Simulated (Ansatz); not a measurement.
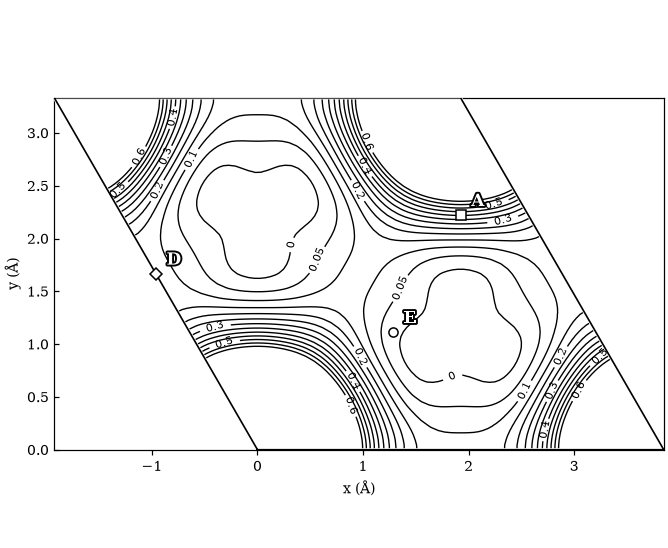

A bilayer of two Si sheets of the honeycomb type, the upper one turned by 180 degrees about the normal (4 atoms in the cell). The upper layer of a bilayer is slid over the lower one; relaxed at each slide: nothing; the origin of the map has Si4 above Si1; the distance between the facing planes is held at 3.80 Å. Places are given modulo a cell vector. The map is drawn in real space over the plane of the slide. The scan uses a 6 × 6 grid; 7 points were computed and 29 follow by symmetry. Energies: meV/Å², counted from the lowest grid point. At a held distance the lowest stacking need not be the one that binds best once the distance relaxes. Level of theory: DFT PBE+D3(BJ), scalar-relativistic, plane waves, PAW (Ansatz 0.2.0). Settings: cutoff 420 eV, k-mesh 9×9×1, gaussian smearing 0.1 eV, no spin polarisation.

The picture shows contour lines labelled in meV/Å² (none above 0.6), the outline of one cell of the plane, lettered points. Between grid points the surface is interpolated.

> Rank the lettered points by energy, lowest first.

E (0.02 meV/Å²), D (0.11 meV/Å²), A (0.40 meV/Å²).

PAW datasets: the set soft_1.
